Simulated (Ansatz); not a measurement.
One cell, run at 7 values of the smearing width.
System: As (R-3m, 2 atoms in the cell).
Method: DFT, LDA (PW92), plane waves (420 eV) with PAW, scalar-relativistic in Ansatz 0.2.0; 10×10×10 k-mesh, Methfessel–Paxton smearing.
ΔE is the free energy less its value at the smallest setting, 0.01 eV.
Dashed lines or grey bands mark the tolerance: 1 meV/atom and 0.1 GPa.
On logarithmic panels, open markers lie below the reference value and filled ones above.
Values: 1 eV, 0.6 eV, 0.3 eV, 0.2 eV, 0.1 eV, 0.03 eV and 0.01 eV.

How do the results converge (to 1 meV/atom and 0.1 GPa)?

The free energy is within 1 meV/atom of the smallest setting's value from 0.3 eV down. It is off by 22 meV/atom at 1 eV and 5.9 meV/atom at 0.6 eV (on both sides of it). The pressure is within 0.1 GPa of the smallest setting's value from 0.6 eV down. It is −0.23 GPa at 1 eV and −0.00 GPa at 0.01 eV.

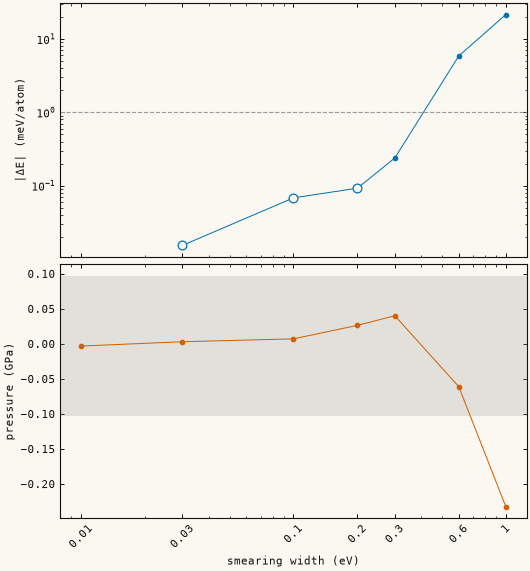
